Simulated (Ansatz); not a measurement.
Te2Mo: several calculations on one system

### Relaxation

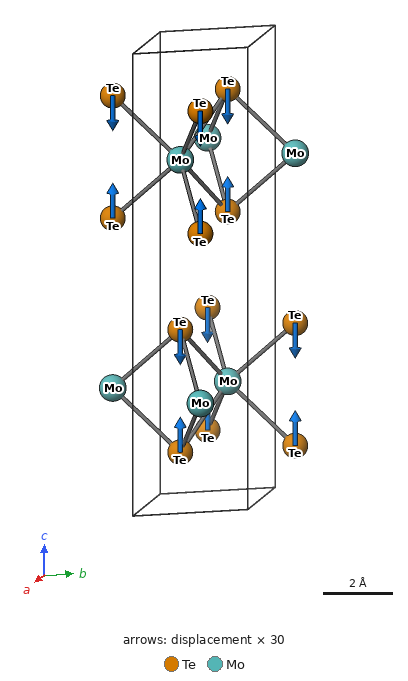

A relaxation of crystalline Te$_{2}$Mo (set up in P6_3/mmc). The starting structure is drawn; blue arrows show the displacements (the part carried along by the change of the cell is left out), magnified 30 times.

The picture is a ball-and-stick view of the cell of the calculation, seen slightly off an axis.

Case: volume × 1.03, shape and atoms relaxed.

Level of theory: DFT PBE+D3(BJ), scalar-relativistic, plane waves, PAW (Ansatz). Set-up: plane-wave cutoff 420 eV; k-point mesh 12 × 12 × 2; occupations gaussian; smearing width 0.02 eV; no spin polarisation; cell relaxed at fixed volume; force threshold 0.01 eV/Å; at most 30 steps.

Question: Describe the change and its energy.

Answer: The largest moves relative to the cell, 0.036 Å, are those of Te atoms. Mo stays in place. The drawn cell changes at constant volume: a = b 3.531 → 3.517 Å (−0.4 %), c 13.837 → 13.945 Å (+0.8 %). Some distances before and after: Mo–Te 2.743 → 2.723 Å. The space group stays P6_3/mmc (No. 194). The energy falls by 4.1 meV per atom in 3 accepted moves (5 points after the start). The largest force component goes from 0.38 to 0.00023 eV/Å. The pressure goes from −2.92 to −1.14 GPa. The line search rejected the trial step at point 1 of the run. The SCF was repeated once at an unchanged geometry on a basis and grid sized afresh for the cell, which shifted the energy by less than 0.05 meV per atom at most. The run took 58 s on 2 threads of Arm Neoverse V1, on a shared host, peak memory 0.58 GiB.

### Relaxation

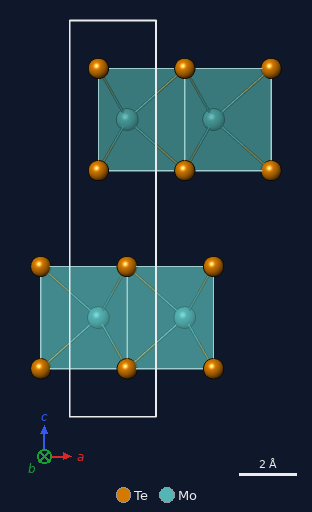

Solid Te2Mo (set up in P6_3/mmc), before the relaxation. Style: polyhedral. Shown: the cell of the calculation, repeated 2 × 1 × 1 with one cell outlined, along the b axis.

All numbers below come from Ansatz, DFT PBE+D3(BJ), scalar-relativistic, plane waves, PAW.

Input file:
```yaml
crystal:
  lattice:
    - [3.5182, 0.0, 0.0]
    - [-1.7591, 3.0468505756, 0.0]
    - [0.0, 0.0, 13.9736]
  atoms:
    - { symbol: Te, position: [0.3333333333, 0.6666666667, 0.621] }
    - { symbol: Te, position: [0.6666666667, 0.3333333333, 0.121] }
    - { symbol: Te, position: [0.3333333333, 0.6666666667, 0.879] }
    - { symbol: Te, position: [0.6666666667, 0.3333333333, 0.379] }
    - { symbol: Mo, position: [0.3333333333, 0.6666666667, 0.25] }
    - { symbol: Mo, position: [0.6666666667, 0.3333333333, 0.75] }
basis:
  ecutwfc: 420
kpoints:
  mp_grid: { grid: [12, 12, 2] }
hamiltonian:
  xc: pbe
  dispersion: d3bj
scf:
  occupations: { method: gaussian, width: 0.02 }
output:
  forces: true
  stress: true
  eigenvalues: true
  write_density: true
  write_potential: true
  elf: true
  volumetric_format: npy
relax:
  adjacent_minimum: "off"
  f_tol: 0.005
  max_steps: 80
  cell: { stress_tol: 0.05 }
```

Command:
```bash
ansatz run input.yaml --threads 2 --pin off --max-ram 5120MiB --backend cpu --events-out ev --progress --plain --runs-dir out
```

**Where does the relaxation end?**

Over 3 accepted moves (5 points after the start) the energy falls by 23.0 meV per cell of the calculation. Largest force component: 0.17 eV/Å at the start, 0.0048 eV/Å at the end. Pressure: −0.53 GPa at the start and −0.01 GPa at the end. The line search rejected the trial step at point 1 of the run. The SCF was repeated once at an unchanged geometry on a basis and grid sized afresh for the cell, which shifted the energy by 1.0 meV per cell of the calculation at most. The largest moves relative to the cell, 0.050 Å, are those of Te1, Te2, Te3 and Te4. Te2 goes along −c. Mo stays in place. The drawn cell changes as follows: a = b 3.518 → 3.496 Å (−0.6 %), c 13.974 → 13.701 Å (−2.0 %); the volume changes by −3.2 %. The space group stays P6_3/mmc (No. 194).

The end point in the same view:

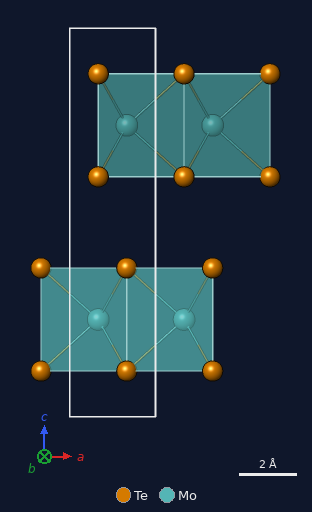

### A change

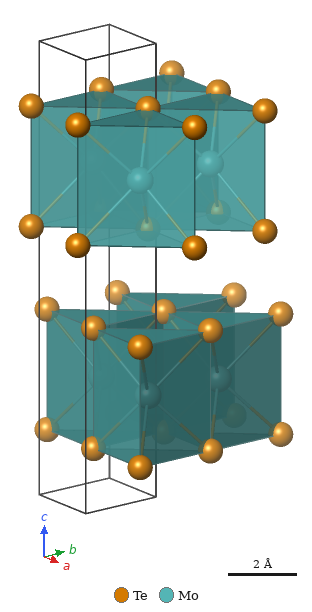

This is a crystal of Te2Mo (set up in P6_3/mmc). Style: polyhedral. Shown: the cell of the calculation, repeated 2 × 2 × 1 with one cell outlined, slightly off an axis.

Theory: DFT PBE+D3(BJ), scalar-relativistic, plane waves, PAW in Ansatz. Settings: plane-wave cutoff 420 eV; k-point mesh 12 × 12 × 2; occupations gaussian; smearing width 0.02 eV; no spin polarisation.

The variant: The volume is changed by −6.0 %. The cell's shape and the atoms are relaxed at that volume.

Question: What is the effect?

Answer: The energy rises by 14.9 meV per atom. Pressure: 0.0 GPa before, 3.6 GPa after. The volume changes by −6.0 %, with a = b 3.496 → 3.441 Å (−1.6 %), c 13.701 → 13.295 Å (−3.0 %). The largest moves relative to the cell, 0.061 Å, are those of Te atoms. Mo stays in place. Some distances before and after: Mo–Te 2.716 → 2.697 Å. The space group stays P6_3/mmc (No. 194).

The changed structure in the same view:

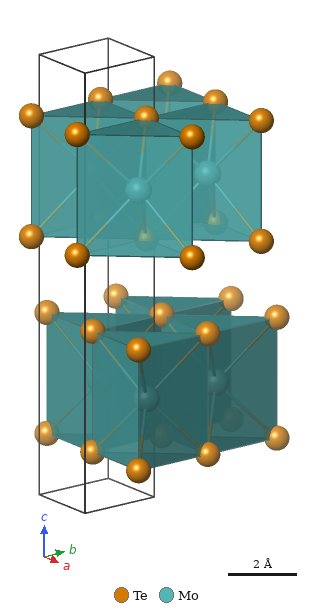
